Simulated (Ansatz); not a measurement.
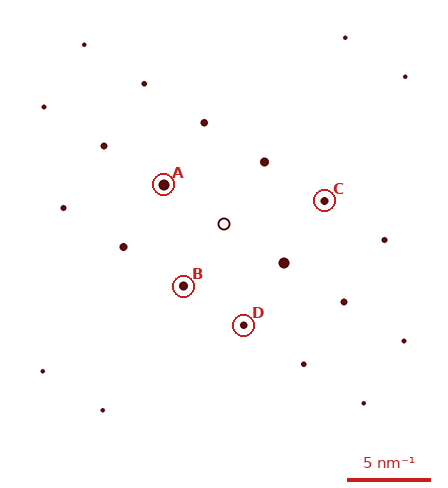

Kinematic zone-axis pattern, calculated for 80 keV electrons with B = 1 Å². The zone axis points towards the electron source and the pattern is seen from the source side.

V, space group I4_1/amd (No. 141), a = 4.63 Å, c = 2.56 Å. Structure: coordinates from a relaxation with DFT r2SCAN, scalar-relativistic, plane waves, PAW in Ansatz 0.2.0; the starting structure was generated, so it need not be a known form of this composition.

Spot A is indexed 0 -2 0 and spot B 1 0 -1.

**What are the indices of the remaining marked spots?**

C = −A − B = -1 2 1 (d = 1.610 Å). D = −A + B = 1 2 -1 (d = 1.610 Å).

**Which zone axis is this?**

The cross product of A and B is parallel to [101]; every spot obeys hu + kv + lw = 0.

**What are the spacings of A and B and the angle between them?**

d(A) = 2.317 Å, d(B) = 2.239 Å, and the angle is 90.0°.
